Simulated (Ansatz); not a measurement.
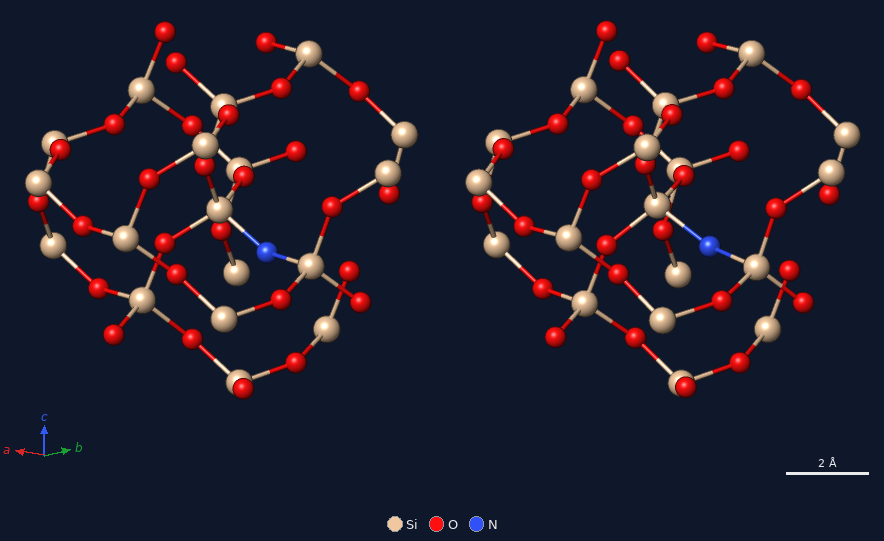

Two geometries of a defect cell of composition Si24O47N (cell charge +1), drawn at one scale. One is the start of a relaxation, the other its converged end. Style: ball-and-stick. Shown: the atoms within 5.0 Å of the atom that moves most (axes of the cell of the calculation, reduced to other axes (origin shifted)), from a free direction. Lengths and directions refer to the drawn axes.

These are results of DFT, PBEsol, PAW, plane waves (Ansatz 0.2.0), not measurements. Set-up: plane-wave cutoff 420 eV; k-point mesh 1 × 1 × 1; mesh shifted by (0.25, 0.25, 0.25); collinear spin; atoms relaxed in a fixed cell; force threshold 0.03 eV/Å; at most 80 steps.

Which of the two is the end point?

The right one is the relaxed one. A Si atom moves most: 0.17 Å roughly along [0 −1 1]. Largest moves by element: Si 0.17 Å, N 0.17 Å, O 0.09 Å. The lattice vectors keep their values. Some distances before and after: N–Si 1.637 → 1.760 Å, O–Si 1.678 → 1.612 Å, O–Si 1.586 → 1.643 Å, O–Si 1.566 → 1.619 Å. Among the angles between lasting bonds that change: Si–N–Si 144.4° → 154.8°, O–Si–N 111.3° → 101.6°, O–Si–O 110.1° → 116.8°. Over 6 geometry steps the energy falls by 1.782 eV per cell of the calculation. Largest force component: 3.1 eV/Å at the start, 0.02 eV/Å at the end.

Limits of the set-up: the cell is charged, on a uniform background, and energies carry no finite-size correction.
